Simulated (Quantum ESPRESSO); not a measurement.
Run report: Pt, geometry relaxation (part 2 of 2)

The same run, continued: Pt (2 atoms in the cell); Kohn-Sham DFT of a periodic cell, LDA, JTH 2.0 LDA, no spin polarisation (Quantum ESPRESSO 7.5); cutoff 489.81 eV, 7×7×7 k-mesh, fermi-dirac of 0.2 eV. The structure derives from a Materials Project entry.

Geometry of the input (Å; fractional positions):
```
0.0000  -3.1684  0.0000
-3.1684  0.0000  0.0000
0.0000  0.0000  -3.1684
Pt 0.5054  0.4928  0.5172
Pt 0.9946  0.0072  0.9828
```

What the program printed, continued:
```
     total energy              =   -1453.73392853 Ry
     estimated scf accuracy    <          3.8E-09 Ry

     iteration #  7     ecut=    36.00 Ry     beta= 0.50
     Davidson diagonalization with overlap
     ethr =  1.88E-11,  avg # of iterations =  2.6

     End of self-consistent calculation

     Number of k-points >= 100: set verbosity='high' to print the bands.

     the Fermi energy is    15.9852 ev

!    total energy              =   -1453.73392853 Ry
     total all-electron energy =     -1453.733929 Ry
     estimated scf accuracy    <          1.3E-11 Ry
     smearing contrib. (-TS)   =      -0.02333676 Ry
     internal energy E=F+TS    =   -1453.71059177 Ry

     The total energy is F=E-TS. E is the sum of the following terms:
     one-electron contribution =      35.08382445 Ry
     hartree contribution      =       8.70818621 Ry
     xc contribution           =     -19.66388211 Ry
     ewald contribution        =    -121.53995472 Ry
     one-center paw contrib.   =   -1356.29876560 Ry

     convergence has been achieved in   7 iterations

     Forces acting on atoms (cartesian axes, Ry/au):

     atom    1 type  1   force =    -0.00480473    0.00361661    0.01171706
     atom    2 type  1   force =     0.00480473   -0.00361661   -0.01171706

     Total force =     0.018626     Total SCF correction =     0.000002
     Energy error            =      1.2E-03 Ry
     Gradient error          =      1.2E-02 Ry/Bohr

     number of scf cycles    =   3
     number of bfgs steps    =   2

     energy             old  =   -1453.7327598639 Ry
     energy             new  =   -1453.7339285349 Ry

     CASE: energy            _new < energy            _old

     new trust radius        =       0.0500401324 bohr
     new conv_thr            =       0.0000000001 Ry

ATOMIC_POSITIONS (crystal)
Pt               0.5000662198        0.4999066202        0.5003790338
Pt               0.9999337802        0.0000933798        0.9996209662

     NEW-OLD atomic charge density approx. for the potential

     Self-consistent Calculation

     iteration #  1     ecut=    36.00 Ry     beta= 0.50
     Davidson diagonalization with overlap
     c_bands:  1 eigenvalues not converged
     c_bands:  1 eigenvalues not converged
     c_bands:  1 eigenvalues not converged
     c_bands:  1 eigenvalues not converged
     c_bands:  1 eigenvalues not converged
     c_bands:  1 eigenvalues not converged
     c_bands:  1 eigenvalues not converged
     c_bands:  1 eigenvalues not converged
     c_bands:  1 eigenvalues not converged
     c_bands:  1 eigenvalues not converged
     c_bands:  1 eigenvalues not converged
     c_bands:  2 eigenvalues not converged
     c_bands:  2 eigenvalues not converged
     c_bands:  2 eigenvalues not converged
     c_bands:  1 eigenvalues not converged
     c_bands:  1 eigenvalues not converged
     ethr =  1.00E-06,  avg # of iterations = 11.5

     total energy              =   -1453.73439360 Ry
     estimated scf accuracy    <       0.00009407 Ry

     iteration #  2     ecut=    36.00 Ry     beta= 0.50
     Davidson diagonalization with overlap
     c_bands:  1 eigenvalues not converged
     c_bands:  1 eigenvalues not converged
     ethr =  4.70E-07,  avg # of iterations =  2.6

     total energy              =   -1453.73458739 Ry
     estimated scf accuracy    <       0.00002206 Ry

     iteration #  3     ecut=    36.00 Ry     beta= 0.50
     Davidson diagonalization with overlap
     ethr =  1.10E-07,  avg # of iterations =  4.5

     total energy              =   -1453.73461120 Ry
     estimated scf accuracy    <       0.00000206 Ry

     iteration #  4     ecut=    36.00 Ry     beta= 0.50
     Davidson diagonalization with overlap
     ethr =  1.03E-08,  avg # of iterations =  5.1

     total energy              =   -1453.73461368 Ry
     estimated scf accuracy    <       0.00000029 Ry

     iteration #  5     ecut=    36.00 Ry     beta= 0.50
     Davidson diagonalization with overlap
     ethr =  1.47E-09,  avg # of iterations =  3.8

     total energy              =   -1453.73461378 Ry
     estimated scf accuracy    <       0.00000004 Ry

     iteration #  6     ecut=    36.00 Ry     beta= 0.50
     Davidson diagonalization with overlap
     ethr =  1.94E-10,  avg # of iterations =  4.0

     total energy              =   -1453.73461381 Ry
     estimated scf accuracy    <          1.1E-09 Ry

     iteration #  7     ecut=    36.00 Ry     beta= 0.50
     Davidson diagonalization with overlap
     ethr =  5.42E-12,  avg # of iterations =  5.8

     End of self-consistent calculation

     Number of k-points >= 100: set verbosity='high' to print the bands.

     the Fermi energy is    15.9804 ev

!    total energy              =   -1453.73461381 Ry
     total all-electron energy =     -1453.734614 Ry
     estimated scf accuracy    <          7.3E-11 Ry
     smearing contrib. (-TS)   =      -0.02343664 Ry
     internal energy E=F+TS    =   -1453.71117717 Ry

     The total energy is F=E-TS. E is the sum of the following terms:
     one-electron contribution =      35.12059637 Ry
     hartree contribution      =       8.69021186 Ry
     xc contribution           =     -19.66255620 Ry
     ewald contribution        =    -121.56131802 Ry
     one-center paw contrib.   =   -1356.29811118 Ry

     convergence has been achieved in   7 iterations

     Forces acting on atoms (cartesian axes, Ry/au):

     atom    1 type  1   force =    -0.00014216    0.00010119    0.00057012
     atom    2 type  1   force =     0.00014216   -0.00010119   -0.00057012

     Total force =     0.000843     Total SCF correction =     0.000014
     Energy error            =      6.9E-04 Ry
     Gradient error          =      5.7E-04 Ry/Bohr

     number of scf cycles    =   4
     number of bfgs steps    =   3

     energy             old  =   -1453.7339285349 Ry
     energy             new  =   -1453.7346138096 Ry

     CASE: energy            _new < energy            _old

     new trust radius        =       0.0023348228 bohr
     new conv_thr            =            5.7E-12 Ry

ATOMIC_POSITIONS (crystal)
Pt               0.4999687123        0.5000373752        0.5000248349
Pt               1.0000312877       -0.0000373752        0.9999751651

     NEW-OLD atomic charge density approx. for the potential

     Self-consistent Calculation

     iteration #  1     ecut=    36.00 Ry     beta= 0.50
     Davidson diagonalization with overlap
     ethr =  1.00E-06,  avg # of iterations =  3.0

     Threshold (ethr) on eigenvalues was too large:
     Diagonalizing with lowered threshold

     Davidson diagonalization with overlap
     ethr =  1.30E-09,  avg # of iterations =  6.2

     total energy              =   -1453.73461473 Ry
     estimated scf accuracy    <       0.00000019 Ry

     iteration #  2     ecut=    36.00 Ry     beta= 0.50
     Davidson diagonalization with overlap
     ethr =  9.59E-10,  avg # of iterations =  1.5

     total energy              =   -1453.73461517 Ry
     estimated scf accuracy    <       0.00000005 Ry

     iteration #  3     ecut=    36.00 Ry     beta= 0.50
     Davidson diagonalization with overlap
     ethr =  2.29E-10,  avg # of iterations =  2.7

     total energy              =   -1453.73461518 Ry
     estimated scf accuracy    <          3.2E-10 Ry

     iteration #  4     ecut=    36.00 Ry     beta= 0.50
     Davidson diagonalization with overlap
     ethr =  1.59E-12,  avg # of iterations =  8.1

     total energy              =   -1453.73461518 Ry
     estimated scf accuracy    <          5.3E-11 Ry

     iteration #  5     ecut=    36.00 Ry     beta= 0.50
     Davidson diagonalization with overlap
     ethr =  2.67E-13,  avg # of iterations =  2.5

     total energy              =   -1453.73461518 Ry
     estimated scf accuracy    <          1.1E-11 Ry

     iteration #  6     ecut=    36.00 Ry     beta= 0.50
     Davidson diagonalization with overlap
     ethr =  1.00E-13,  avg # of iterations =  2.1

     End of self-consistent calculation

     Number of k-points >= 100: set verbosity='high' to print the bands.

     the Fermi energy is    15.9804 ev

!    total energy              =   -1453.73461518 Ry
     total all-electron energy =     -1453.734615 Ry
     estimated scf accuracy    <          1.2E-13 Ry
     smearing contrib. (-TS)   =      -0.02343686 Ry
     internal energy E=F+TS    =   -1453.71117832 Ry

     The total energy is F=E-TS. E is the sum of the following terms:
     one-electron contribution =      35.12067956 Ry
     hartree contribution      =       8.69015707 Ry
     xc contribution           =     -19.66254841 Ry
     ewald contribution        =    -121.56136105 Ry
     one-center paw contrib.   =   -1356.29810549 Ry

     convergence has been achieved in   6 iterations

     Forces acting on atoms (cartesian axes, Ry/au):

     atom    1 type  1   force =     0.00005577   -0.00004667    0.00003707
     atom    2 type  1   force =    -0.00005577    0.00004667   -0.00003707

     Total force =     0.000115     Total SCF correction =     0.000000
     Energy error            =      1.4E-06 Ry
     Gradient error          =      5.6E-05 Ry/Bohr

     bfgs converged in   5 scf cycles and   4 bfgs steps
     (criteria: energy <  1.0E-05 Ry, force <  4.0E-04 Ry/Bohr)

     End of BFGS Geometry Optimization

     Final energy             =   -1453.7346151830 Ry

     File ./tmp/pwscf.bfgs deleted, as requested
Begin final coordinates

ATOMIC_POSITIONS (crystal)
Pt               0.4999687123        0.5000373752        0.5000248349
Pt               1.0000312877       -0.0000373752        0.9999751651
End final coordinates

=------------------------------------------------------------------------------=
   JOB DONE.
=------------------------------------------------------------------------------=
```

Trajectory as extended XYZ (Å, eV, eV/Å), 5 frames, from step=0 to step=4:
```
2
Lattice="0.0000 -3.1684 0.0000 -3.1684 0.0000 0.0000 0.0000 0.0000 -3.1684" Properties=species:S:1:pos:R:3:forces:R:3 step=0 energy=-19779.02029
Pt   -1.5614   -1.6014   -1.6386   -0.2993   0.2266   0.6834
Pt   -0.0228   -3.1512   -3.1141    0.2993  -0.2266  -0.6834
2
Lattice="0.0000 -3.1684 0.0000 -3.1684 0.0000 0.0000 0.0000 0.0000 -3.1684" Properties=species:S:1:pos:R:3:forces:R:3 step=1 energy=-19779.04181
Pt   -1.5676   -1.5967   -1.6245   -0.2106   0.1590   0.4981
Pt   -0.0166   -3.1559   -3.1281    0.2106  -0.1590  -0.4981
2
Lattice="0.0000 -3.1684 0.0000 -3.1684 0.0000 0.0000 0.0000 0.0000 -3.1684" Properties=species:S:1:pos:R:3:forces:R:3 step=2 energy=-19779.05771
Pt   -1.5742   -1.5918   -1.6089   -0.1235   0.0930   0.3013
Pt   -0.0100   -3.1609   -3.1437    0.1235  -0.0930  -0.3013
2
Lattice="0.0000 -3.1684 0.0000 -3.1684 0.0000 0.0000 0.0000 0.0000 -3.1684" Properties=species:S:1:pos:R:3:forces:R:3 step=3 energy=-19779.06704
Pt   -1.5839   -1.5844   -1.5854   -0.0037   0.0026   0.0147
Pt   -0.0003   -3.1682   -3.1672    0.0037  -0.0026  -0.0147
2
Lattice="0.0000 -3.1684 0.0000 -3.1684 0.0000 0.0000 0.0000 0.0000 -3.1684" Properties=species:S:1:pos:R:3:forces:R:3 step=4 energy=-19779.06706
Pt   -1.5843   -1.5841   -1.5843    0.0014  -0.0012   0.0010
Pt    0.0001   -3.1685   -3.1684   -0.0014   0.0012  -0.0010
```

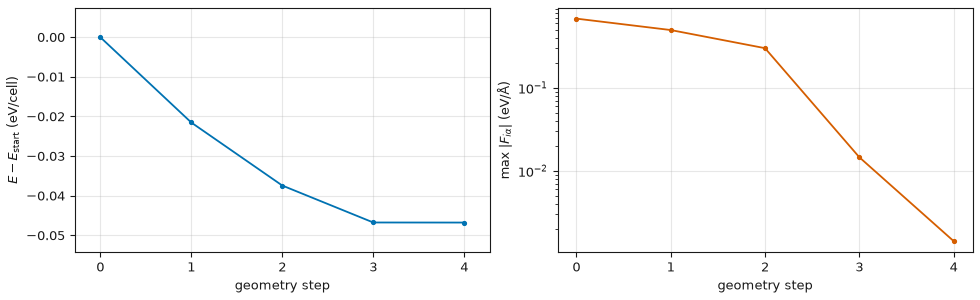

Progress of the relaxation, step by step (steps are counted from 0).

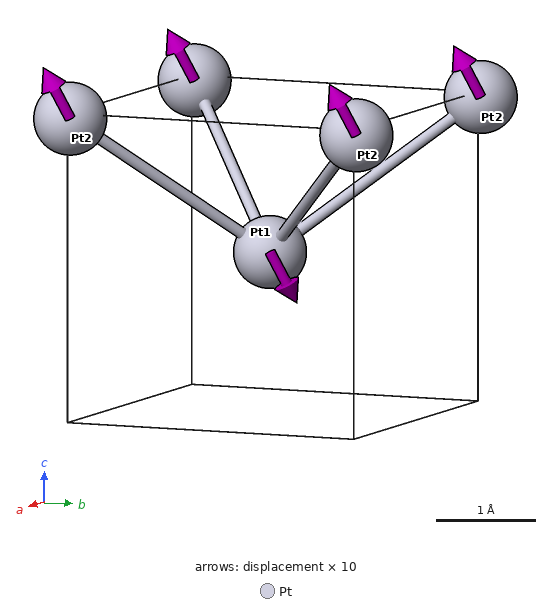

The starting structure with the displacements as pink arrows, magnified 10 times (ball-and-stick view of the cell of the calculation, seen slightly off an axis). The largest moves, 0.061 Å, are those of Pt1 and Pt2. The lattice vectors keep their values. Among the contacts that change: Pt1–Pt2 2.853 → 2.744 Å. The space group (tolerance 0.01 Å) goes from P-1 (No. 2) to Im-3m (No. 229). The energy falls by 46.8 meV per cell of the calculation in 4 geometry steps. Largest force component: 0.68 eV/Å at the start, 0.0014 eV/Å at the end. (Atoms are counted from 1 in the order of the input.)

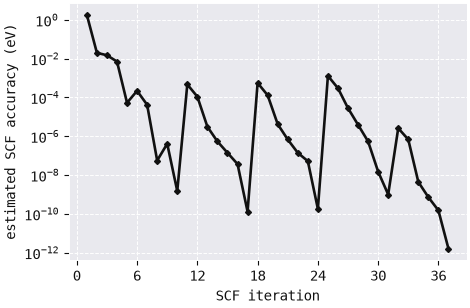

Convergence of the self-consistent field: estimated SCF accuracy against the iteration. The field takes 37 iterations in all.

Key numbers:

| quantity | value |
| --- | --- |
| outcome | converged |
| space group (tolerance 0.01 Å) | P-1 (2) → Im-3m (229) |
| electrons treated | 20 |
| free energy | −19779.0671 eV |
| Fermi energy | 15.980 eV |
| gap on the k-point mesh | none (metallic) |
| final volume | 31.81 Å³ |
| largest force (length of the vector) at the end | 0.002 eV/Å |
| final cell | a = 3.168 Å, b = 3.168 Å, c = 3.168 Å, α = 90.00°, β = 90.00°, γ = 90.00° |
| wall time | 84 s |
| peak memory | 0.1 GiB |

Remarks:

Spin–orbit coupling is left out, which matters for Pt.
